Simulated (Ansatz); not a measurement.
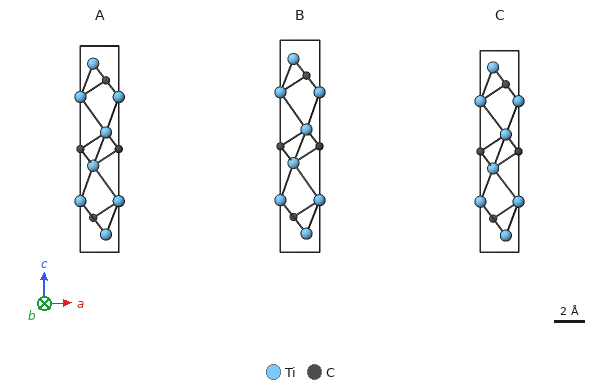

3 geometries from one relaxation of crystalline Ti2C (set up in R-3m), in shuffled order. Style: ball-and-stick. Shown: the conventional cell (3 times the calculation's cell), along the b axis. Lengths and directions refer to the drawn axes.

Case: dispersion relaxed: D3(BJ).

Computed with DFT PBEsol+D3(BJ), scalar-relativistic, plane waves, PAW in Ansatz. Settings: plane-wave cutoff 420 eV; k-point mesh 18 × 18 × 18; occupations gaussian; smearing width 0.1 eV; no spin polarisation; cell and atoms relaxed; force threshold 0.01 eV/Å; at most 60 steps.

Order the frames from highest to lowest energy.

B, C, A. They are steps 0, 1, 7, at +27.4 meV per atom, +13.5 meV per atom relative to the last. The largest moves relative to the cell, 0.027 Å, are those of Ti atoms. C stays in place. The volume changes by −6.6 %, with a = b 3.081 → 3.019 Å (−2.0 %), c 14.441 → 14.060 Å (−2.6 %). Some distances before and after: Ti–Ti 3.099 → 2.979 Å, Ti–Ti 3.081 → 3.019 Å, C–Ti 2.112 → 2.080 Å, Ti–Ti 2.889 → 2.862 Å. The space group stays R-3m (No. 166). Over 5 accepted moves (7 points after the start) the energy falls by 27.4 meV per atom. Largest force component: 0.19 eV/Å at the start, under 0.0001 eV/Å at the end. Pressure: −10.23 GPa at the start and 0.00 GPa at the end. At 2 points the geometry stayed and the basis and grid were re-selected for the new cell (energy shift of 0.6 meV per atom at most each time).
